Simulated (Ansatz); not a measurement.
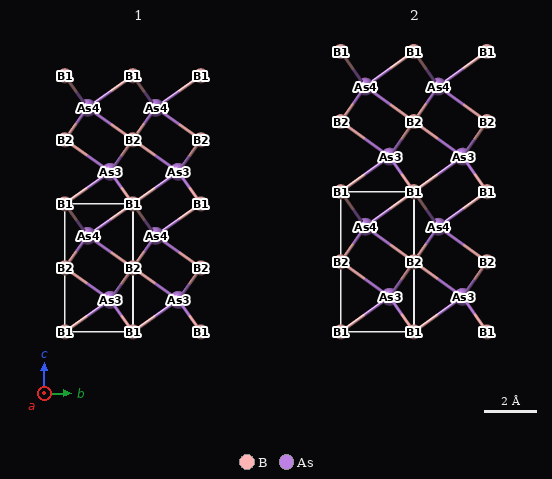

Two geometries of a crystal of BAs (built on the NiAs type), drawn at one scale. One is the start of a relaxation, the other its converged end. The picture is a ball-and-stick view of the cell of the calculation, repeated 1 × 2 × 2 with one cell outlined, seen along the a axis.

Theory: DFT, PBE, plane waves, PAW (Ansatz). Settings: plane-wave cutoff 420 eV; k-point mesh 12 × 12 × 6; occupations fermi dirac; smearing width 0.02 eV; no spin polarisation; cell and atoms relaxed; force threshold 0.005 eV/Å.

### Which geometry has the lower energy?

Structure 2 is the relaxed one. The atoms keep their places relative to the cell (all moves are under 0.005 Å). The volume changes by +26.2 %, with a = b 3.044 → 3.268 Å (+7.4 %), c 4.961 → 5.431 Å (+9.5 %). Among the contacts that change: B1–As3 2.151 → 2.325 Å. The space group stays P6_3/mmc (No. 194). After 6 accepted moves (8 points after the start) the energy has fallen by 319 meV per atom. All forces vanish by symmetry, so only the cell relaxes. The pressure goes from 47.16 to 0.00 GPa. The SCF was repeated twice at an unchanged geometry on a basis and grid sized afresh for the cell, which shifted the energy by 4.4 meV per atom at most.
